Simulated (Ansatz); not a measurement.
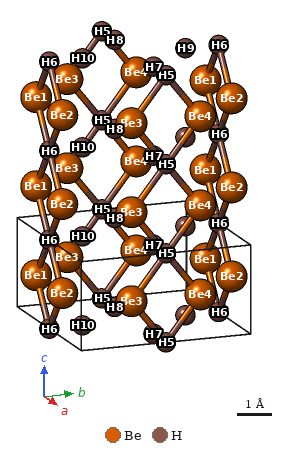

Starting structure of a crystal of Be2H3 (a generated structure, set up in P4/mmm). A ball-and-stick model of the cell of the calculation, repeated 1 × 1 × 3 with one cell outlined, seen slightly off an axis.

Theory: DFT PBE, scalar-relativistic, plane waves, PAW (Ansatz).

Input file:
```yaml
crystal:
  lattice:
    - [5.3353867837, 0.0, 0.0]
    - [0.0, 5.3353867837, 0.0]
    - [0.0, 0.0, 2.7170100053]
  atoms:
    - { symbol: Be, position: [0.2965651359, 0.0, 0.5] }
    - { symbol: Be, position: [0.7034348641, 0.0, 0.5] }
    - { symbol: Be, position: [0.0, 0.2965651359, 0.5] }
    - { symbol: Be, position: [0.0, 0.7034348641, 0.5] }
    - { symbol: H, position: [0.0, 0.5, 0.0] }
    - { symbol: H, position: [0.5, 0.0, 0.0] }
    - { symbol: H, position: [0.8038166863, 0.5, 0.0] }
    - { symbol: H, position: [0.1961833137, 0.5, 0.0] }
    - { symbol: H, position: [0.5, 0.8038166863, 0.0] }
    - { symbol: H, position: [0.5, 0.1961833137, 0.0] }
basis:
  ecutwfc: 420
kpoints:
  mp_grid: { grid: [8, 8, 14] }
hamiltonian:
  xc: pbe
scf:
  occupations: { method: gaussian, width: 0.1 }
output:
  forces: true
  stress: true
  eigenvalues: true
  write_density: true
  write_potential: true
  elf: true
  volumetric_format: npy
relax:
  adjacent_minimum: "off"
  f_tol: 0.01
  max_steps: 80
  cell: { stress_tol: 0.05 }
```

Launched with:
```bash
ansatz run input.yaml --threads 1 --pin off --max-ram 2560MiB --backend cpu --events-out ev --progress --plain --runs-dir out
```

### Where does the relaxation end?

The largest moves relative to the cell, 0.12 Å, are those of Be1, Be2, Be3 and Be4. Be1 goes along −a. By element the largest moves are Be 0.12 Å, H 0.07 Å. Cell: a = b 5.335 → 5.772 Å (+8.2 %), c 2.717 → 2.316 Å (−14.8 %). Volume −0.2 %. The space group stays P4/mmm (No. 123). After 10 accepted moves (12 points after the start) the energy has fallen by 24.4 meV per atom. Largest force component: 0.3 eV/Å at the start, 0.00016 eV/Å at the end. The pressure goes from −0.05 to 0.00 GPa. At 2 points the geometry stayed and the basis and grid were re-selected for the new cell (energy shift of 0.7 meV per atom at most each time). Cost: 110 s on 1 thread of Arm Neoverse V2, with other jobs on the host, peak memory 0.42 GiB.

Step by step:

| step | E − E(0), meV/atom | largest force component, eV/Å | pressure, GPa | volume, Å³/atom | note |
| --- | --- | --- | --- | --- | --- |
| 0 | 0.00 | 0.2969 | -0.05 | 7.734 |  |
| 1 | -7.86 | 0.1931 | -0.05 | 7.645 |  |
| 2 | -17.49 | 0.0895 | 0.58 | 7.582 |  |
| 3 | -18.72 | 0.2716 | -0.33 | 7.675 |  |
| 4 | -22.09 | 0.0822 | 1.23 | 7.508 |  |
| 5 | -22.54 | 0.0607 | -0.74 | 7.829 |  |
| 6 | -23.40 | 0.0336 | -0.04 | 7.718 |  |
| 7 | -23.61 | 0.0139 | -0.01 | 7.701 |  |
| 8 | -23.62 | 0.0035 | 0.01 | 7.701 |  |
| 9 | -24.36 | 0.0029 | 0.06 | 7.701 | same geometry, new basis |
| 10 | -24.35 | 0.0051 | -0.03 | 7.721 |  |
| 11 | -24.36 | 0.0002 | 0.00 | 7.716 |  |
| 12 | -24.37 | 0.0002 | 0.00 | 7.716 | same geometry, new basis |

Final geometry:

```
Be H
1.0
     5.77213    0.00000    0.00000
     0.00000    5.77213    0.00000
     0.00000    0.00000    2.31588
Be H
4 6
Cartesian
  1.5882 5.7721 1.1579
  4.1839 5.7721 1.1579
  5.7721 1.5882 1.1579
  5.7721 4.1839 1.1579
  5.7721 2.8861 2.3159
  2.8861 5.7721 2.3159
  4.7125 2.8861 2.3159
  1.0597 2.8861 2.3159
  2.8861 4.7125 2.3159
  2.8861 1.0597 2.3159
```

After the run, drawn alike:

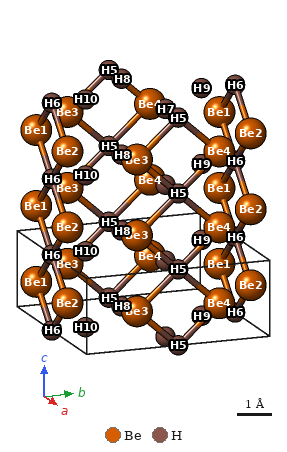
